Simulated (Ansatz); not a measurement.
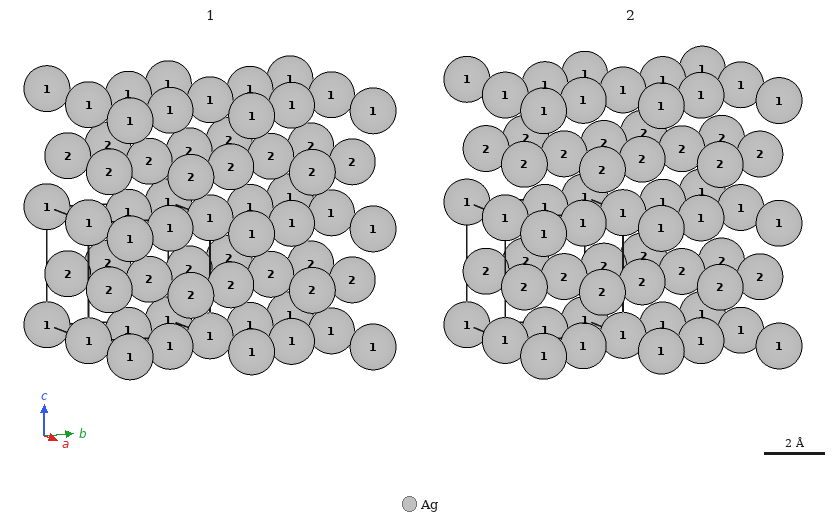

Two geometries of crystalline Ag (set up in Fm-3m): one is the relaxed structure, the other was perturbed away from it. The picture is a spheres-only view of the conventional cell (2 times the calculation's cell), repeated 2 × 2 × 2 with one cell outlined, seen slightly off an axis. Lengths and directions refer to the drawn axes.

Method: Ansatz 0.2.0, DFT PBE, scalar-relativistic, plane waves, PAW. (plane-wave cutoff 420 eV; k-point mesh 18 × 18 × 12; occupations gaussian; smearing width 0.1 eV; no spin polarisation)

Q: Which is the distorted one, and what does the distortion cost?

A: Structure 1 is the perturbed one. Uniaxial strain along a, +4.5 %, is applied. The b and c axes and the atoms are relaxed. It costs 7.7 meV per atom. The pressure goes from 0.1 to −0.8 GPa. The principal stresses (compression positive) are −2.3 GPa along [1 1 0] and none across it. The drawn cell changes as follows: a = b 4.147 → 4.254 Å (+2.6 %), c 4.147 → 3.990 Å (−3.8 %), γ 90.0° → 87.8°; the volume changes by +1.1 %. The atoms keep their places relative to the cell (all moves are under 0.005 Å). Among the bonded contacts that change: Ag–Ag 2.933 → 2.916 to 3.065 Å. The space group (tolerance 0.01 Å) goes from Fm-3m (No. 225) to Immm (No. 71).
